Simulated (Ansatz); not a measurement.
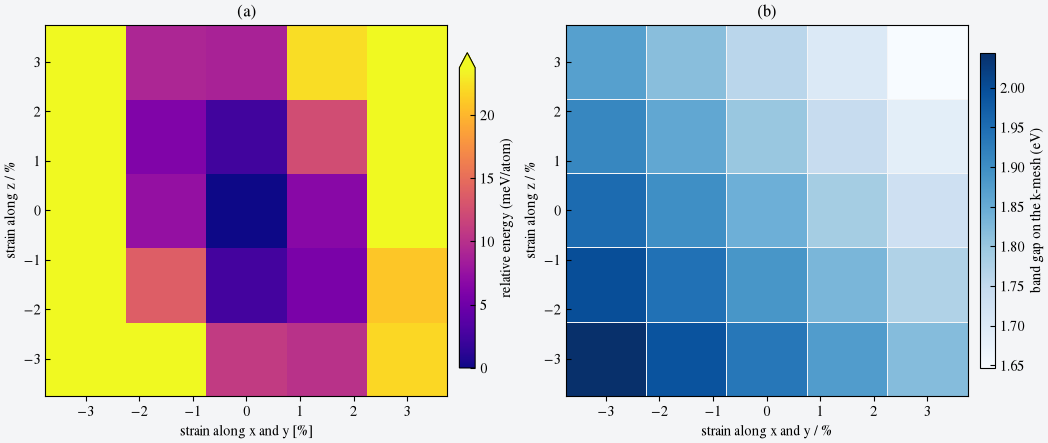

BaTiO₃ (P4mm, No. 99; 5 atoms in the cell). The cell is strained homogeneously, by one strain along x and y and another along z, with fractional coordinates fixed (x along [1 0 0], z along [0 0 1] of the conventional cell). First axis: strain along x and y. Second axis: strain along z. The scan uses a 5 × 5 grid. Points are written as (first, second). All energies are given in meV/atom relative to the lowest grid point. These are results of Ansatz, DFT PBE, scalar-relativistic, plane waves, PAW, not measurements. Settings: cutoff 420 eV, k-mesh 8×8×6 in the order of the run's cell vectors, gaussian smearing 0.05 eV, no spin polarisation.

Panel (a) is the energy; panel (b) is the computed band gap on the k-mesh, in eV.

Drawn: one coloured cell a grid point, one colour for all values above the top of the scale.

Question: How does the band gap on the k-mesh vary over the map, and what is it at the lowest grid point?

Answer: It runs from 1.65 eV at (3.0 %, 3.0 %) to 2.04 eV at (−3.0 %, −3.0 %). At the lowest grid point, (0.0 %, 0.0 %), it is 1.84 eV.

| strain along z ↓, strain along x and y → | −3.0 | −1.5 | 0.0 | 1.5 | 3.0 |
| --- | --- | --- | --- | --- | --- |
| 3.0 | 1.87 | 1.82 | 1.76 | 1.70 | 1.65 |
| 1.5 | 1.91 | 1.86 | 1.80 | 1.74 | 1.69 |
| 0.0 | 1.95 | 1.90 | 1.84 | 1.79 | 1.73 |
| −1.5 | 2.00 | 1.94 | 1.89 | 1.83 | 1.77 |
| −3.0 | 2.04 | 1.99 | 1.93 | 1.88 | 1.82 |
